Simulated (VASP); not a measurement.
Run report: HfO2, single-point calculation at one volume of an equation of state (part 1 of 2)

- system: HfO2 (Pnma, 12 atoms in the cell)
- method: Kohn-Sham DFT of a periodic cell, PBE, VASP PAW PBE potentials, recommended, no spin polarisation (VASP 6.6.1)

The structure derives from a Materials Project entry. Its volume is 1.02 times that of the source entry. It belongs to a series of runs on one base structure; here: volume scaled by 1.02.

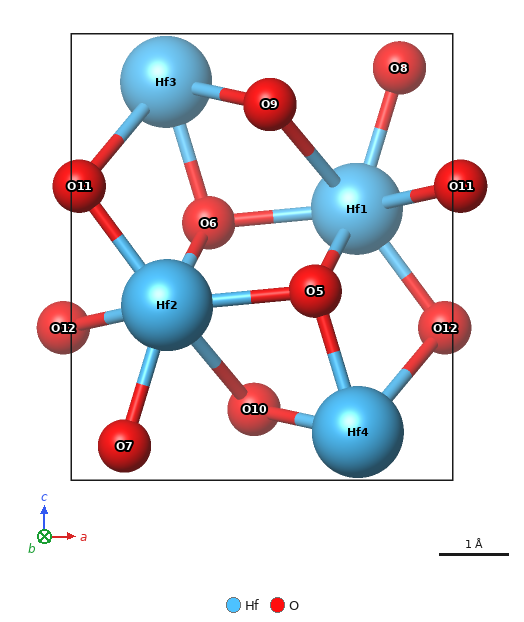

*The structure (ball-and-stick view of the cell of the calculation, along the b axis; atoms are numbered from 1 in the order of the input).*

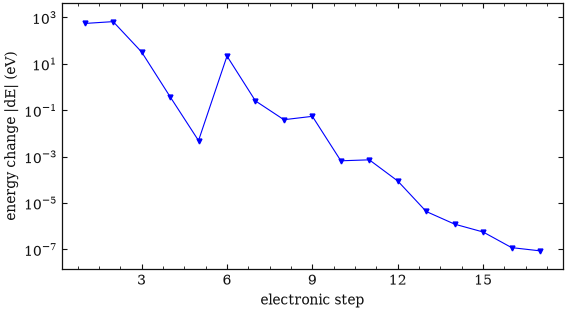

*Convergence of the self-consistent field: energy change |dE| against the electronic step.*

It takes 17 electronic steps. The density is held fixed in the first few steps, and dE rises again when its update begins.

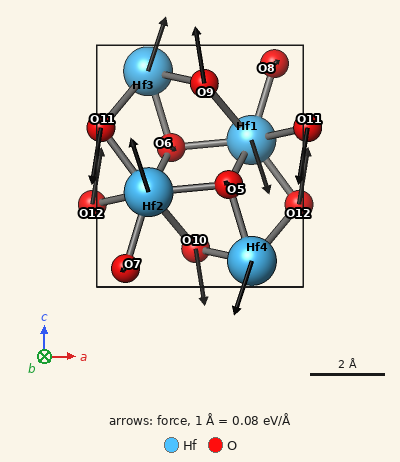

*Forces on the atoms as black arrows (ball-and-stick view of the cell of the calculation, along the b axis; atoms are numbered from 1 in the order of the input).*

The largest act on O9, O10, O11, O12 (0.13 eV/Å); all 4 Hf atoms (0.12 eV/Å). The geometry is not a stationary point of this energy.

These pictures come from the run below.

**INCAR**
```
  PREC = Accurate
  ENCUT = 520
  EDIFF = 1E-7
  ISMEAR = -1
  SIGMA = 0.05
  LREAL = False
  LASPH = True
  NELM = 80
  ALGO = Normal
  ISIF = 2
  LWAVE = False
  LCHARG = False
  GGA = PE
  NBANDS = 56
```

**KPOINTS**
```
regular mesh
0
Gamma
  5 8 4
```

**POSCAR**
```
HfO2
1.0
    5.5931933903      0.0000000000      0.0000000000
    0.0000000000      3.3556744447      0.0000000000
    0.0000000000      0.0000000000      6.5480756926
Hf O
4 8
Direct
    0.7486820000      0.7500000000      0.6078710000
    0.2513180000      0.2500000000      0.3921290000
    0.2486820000      0.7500000000      0.8921290000
    0.7513180000      0.2500000000      0.1078710000
    0.6394990000      0.2500000000      0.4234000000
    0.3605010000      0.7500000000      0.5766000000
    0.1394990000      0.2500000000      0.0766000000
    0.8605010000      0.7500000000      0.9234000000
    0.5207940000      0.2500000000      0.8414530000
    0.4792060000      0.7500000000      0.1585470000
    0.0207940000      0.2500000000      0.6585470000
    0.9792060000      0.7500000000      0.3414530000
```

Run as:
```bash
cat potpaw_PBE.64/Hf_pv/POTCAR potpaw_PBE.64/O/POTCAR > POTCAR
mpirun -np 1 vasp_std > vasp.out
```

**OSZICAR**
```
N       E                     dE             d eps       ncg     rms          rms(c)
DAV:   1     0.549612792532E+03    0.54961E+03   -0.50763E+04  5040   0.159E+03
DAV:   2    -0.109467770906E+03   -0.65908E+03   -0.63658E+03  6408   0.409E+02
DAV:   3    -0.141863250043E+03   -0.32395E+02   -0.32285E+02  5856   0.819E+01
DAV:   4    -0.142247564237E+03   -0.38431E+00   -0.38360E+00  6408   0.963E+00
DAV:   5    -0.142252486403E+03   -0.49222E-02   -0.49197E-02  6048   0.995E-01    0.915E+01
DAV:   6    -0.120688019720E+03    0.21564E+02   -0.10528E+02  5560   0.408E+01    0.800E+01
DAV:   7    -0.120435533212E+03    0.25249E+00   -0.66709E+00  6360   0.120E+01    0.522E+01
DAV:   8    -0.120396403992E+03    0.39129E-01   -0.85821E-01  5544   0.510E+00    0.138E+01
DAV:   9    -0.120341684340E+03    0.54720E-01   -0.23409E-01  5944   0.241E+00    0.357E+00
DAV:  10    -0.120341020910E+03    0.66343E-03   -0.25345E-02  6056   0.756E-01    0.495E-01
DAV:  11    -0.120340290445E+03    0.73047E-03   -0.49263E-03  6568   0.367E-01    0.250E-01
DAV:  12    -0.120340379870E+03   -0.89425E-04   -0.75032E-04  6032   0.116E-01    0.819E-02
DAV:  13    -0.120340384209E+03   -0.43387E-05   -0.97998E-05  6184   0.472E-02    0.908E-02
DAV:  14    -0.120340382975E+03    0.12338E-05   -0.12059E-05  6200   0.183E-02    0.223E-02
DAV:  15    -0.120340383542E+03   -0.56717E-06   -0.34396E-06  5648   0.793E-03    0.584E-03
DAV:  16    -0.120340383422E+03    0.12048E-06   -0.15006E-07  4024   0.221E-03    0.156E-03
DAV:  17    -0.120340383334E+03    0.87388E-07   -0.85204E-08  3592   0.138E-03
   1 F= -.12034038E+03 E0= -.12034038E+03  d E =-.574353E-10
```

**Parts of OUTCAR**
```
PREC = Accurate
   ENCUT = 520
   EDIFF = 1E-7
   ISMEAR = -1
   LREAL = False
   LASPH = True
   NELM = 80
   ISIF = 2
   GGA = PE

 Found     45 irreducible k-points:

 Following reciprocal coordinates:
            Coordinates               Weight
  0.000000  0.000000  0.000000      1.000000
  0.200000  0.000000  0.000000      2.000000
  0.400000  0.000000  0.000000      2.000000
  0.000000  0.125000  0.000000      2.000000
  0.200000  0.125000  0.000000      4.000000
  0.400000  0.125000  0.000000      4.000000
   k-points           NKPTS =     45   k-points in BZ     NKDIM =     45   number of bands    NBANDS=     56
   number of dos      NEDOS =    301   number of ions     NIONS =     12
   total plane-waves  NPLWV =  58800
   dimension x,y,z NGX =    42 NGY =   28 NGZ =   50
   dimension x,y,z NGXF=    84 NGYF=   56 NGZF=  100
   ions per type =               4   8
   NGX,Y,Z   is equivalent  to a cutoff of  12.48, 13.87, 12.69 a.u.
   NGXF,Y,Z  is equivalent  to a cutoff of  24.97, 27.74, 25.39 a.u.
 SYSTEM =  unknown system
   PREC   = accura    normal or accurate (medium, high low for compatibility)
   ISTART =      0    job   : 0-new  1-cont  2-samecut
   ICHARG =      2    charge: 1-file 2-atom 10-const
   ISPIN  =      1    spin polarized calculation?
   LNONCOLLINEAR =      F non collinear calculations
   LSORBIT =      F    spin-orbit coupling
   LASPH  =      T    aspherical Exc in radial PAW
   ENCUT  =  520.0 eV  38.22 Ry    6.18 a.u.  10.40  6.24 12.18*2*pi/ulx,y,z
   NELM   =     80;   NELMIN=  2; NELMDL= -5     # of ELM steps
   EDIFF  = 0.1E-06   stopping-criterion for ELM
   LREAL  =      F    real-space projection
   EDIFFG = 0.1E-05   stopping-criterion for IOM
   NSW    =      0    number of steps for IOM
   IBRION =     -1    ionic relax: 0-MD 1-quasi-New 2-CG
   NFREE  =      0    steps in history (QN), initial steepest desc. (CG)
   ISIF   =      2    stress and relaxation
   ISYM   =      2    0-nonsym 1-usesym 2-fastsym
   POTIM  = 0.5000    time-step for ionic-motion
   TEBEG  =    0.0;   TEEND  =   0.0 temperature during run
   PSTRESS=    0.0 pullay stress
   NELECT =      88.0000    total number of electrons
   NUPDOWN=      -1.0000    fix difference up-down
   EMIN   =  10.00;   EMAX   =-10.00  energy-range for DOS
   EFERMI =   0.00;   METHOD = LEGACY
   ISMEAR =    -1;   SIGMA  =   0.05  broadening in eV -4-tet -1-fermi 0-gaus
   EFERMI_NEDOS =   21; number of points for ismear=-14 and -15
   IALGO  =     38    algorithm
   IMIX   =      4    mixing-type and parameters
     AMIX     =   0.40;   BMIX     =  1.00
     AMIX_MAG =   1.60;   BMIX_MAG =  1.00
  volume/ion in A,a.u.               =      10.24        69.11
  Fermi-wavevector in a.u.,A,eV,Ry     =   1.464596  2.767686 29.185073  2.145042
  Thomas-Fermi vector in A             =   2.580553
   LORBIT       =      0    0 simple, 1 ext, 2 COOP (PROOUT), +10 PAW based schemes
   GGA     = PE    functional components
   LHFCALC =     F    Hartree Fock is set to
   AEXX    =    0.0000 exact exchange contribution
   IVDW    =     0    specifies the selected vdW correction
   LEPSILON=     F    determine dielectric tensor
   LRPA    =     F    only Hartree local field effects (RPA)
 non-spin polarized calculation
  energy-cutoff  :      520.00
  volume of cell :      122.90
 maximum number of plane-waves:      3340
 NGX is ok and might be reduce to    42
   NGX = 21   NGY = 13   NGZ = 25

 number of electron      88.0000007 magnetization

 Free energy of the ion-electron system (eV)
  ---------------------------------------------------
  ext. energy  EPLUGINS =         0.00000000
  ---------------------------------------------------
  free energy    TOTEN  =      -120.34038333 eV

  energy without entropy =     -120.34038333  energy(sigma->0) =     -120.34038333

 E-fermi :   5.6200     XC(G=0): -12.3554     alpha+bet :-13.5591

 val. band max:        4.5686916265   @ k =   0.0000   0.0000   0.0000
 cond. band min:       7.9293056697   @ k =   0.0000   0.0000   0.0000
 fundamental gap:      3.3606140431
 Fermi energy:         5.6200000312

 k-point     1 :       0.0000    0.0000    0.0000
  band No.  band energies     occupation
      1     -25.4142      2.00000
      2     -25.2821      2.00000
      3     -25.2305      2.00000
      4     -25.1360      2.00000
      5     -25.0702      2.00000
      6     -25.0175      2.00000
      7     -25.0080      2.00000
      8     -24.9440      2.00000
      9     -24.9285      2.00000
     10     -24.9249      2.00000
     11     -24.9167      2.00000
     12     -24.8919      2.00000
     13     -14.1060      2.00000
     14     -12.5495      2.00000
     15     -12.4525      2.00000
     16     -11.9967      2.00000
     17     -11.6892      2.00000
     18     -11.6374      2.00000
     19     -11.5721      2.00000
     20     -11.4013      2.00000
     21      -0.5359      2.00000
     22      -0.4684      2.00000
     23       0.0073      2.00000
     24       0.0523      2.00000
     25       0.2888      2.00000
     26       0.6356      2.00000
     27       0.6843      2.00000
     28       0.7602      2.00000
     29       1.0316      2.00000
     30       1.2491      2.00000
     31       1.2671      2.00000
     32       1.4846      2.00000
     33       2.0174      2.00000
     34       2.1437      2.00000
     35       2.1873      2.00000
     36       2.6506      2.00000
     37       2.7283      2.00000
     38       3.0188      2.00000
     39       3.3236      2.00000
     40       3.7435      2.00000
     41       3.7578      2.00000
     42       4.2318      2.00000
     43       4.5184      2.00000
     44       4.5687      2.00000
     45       7.9293      0.00000
     46       8.8279      0.00000
     47       8.9050      0.00000
     48       9.4415      0.00000
     49      10.0468      0.00000
     50      10.2228      0.00000
     51      10.3179      0.00000
     52      10.9547      0.00000
     53      11.0732      0.00000
     54      11.1287      0.00000
     55      11.2782      0.00000
     56      11.4463      0.00000

 k-point     2 :       0.2000    0.0000    0.0000
  band No.  band energies     occupation
      1     -25.3801      2.00000
      2     -25.3341      2.00000
      3     -25.2756      2.00000
      4     -25.0734      2.00000
      5     -25.0219      2.00000
      6     -25.0085      2.00000
      7     -25.0002      2.00000
      8     -24.9439      2.00000
      9     -24.9417      2.00000
     10     -24.9372      2.00000
     11     -24.9325      2.00000
     12     -24.9192      2.00000
     13     -13.9567      2.00000
     14     -12.6881      2.00000
     15     -12.3932      2.00000
     16     -11.9838      2.00000
     17     -11.7528      2.00000
     18     -11.7379      2.00000
     19     -11.5248      2.00000
     20     -11.3880      2.00000
     21      -0.6135      2.00000
     22      -0.3207      2.00000
     23      -0.1930      2.00000
     24      -0.0434      2.00000
     25       0.2653      2.00000
     26       0.4502      2.00000
     27       0.5447      2.00000
     28       0.6999      2.00000
     29       1.2083      2.00000
     30       1.3943      2.00000
     31       1.4113      2.00000
     32       1.5728      2.00000
     33       1.7337      2.00000
     34       2.3053      2.00000
     35       2.5767      2.00000
     36       2.6762      2.00000
     37       2.8565      2.00000
     38       3.0817      2.00000
     39       3.1115      2.00000
     40       3.7805      2.00000
     41       3.8924      2.00000
     42       3.9167      2.00000
     43       4.3932      2.00000
     44       4.5146      2.00000
     45       8.1550      0.00000
     46       8.9007      0.00000
     47       9.3233      0.00000
     48       9.5205      0.00000
     49      10.0795      0.00000
     50      10.3187      0.00000
     51      10.3357      0.00000
     52      10.7373      0.00000
     53      10.9677      0.00000
     54      10.9679      0.00000
     55      11.2196      0.00000
     56      11.2273      0.00000
```
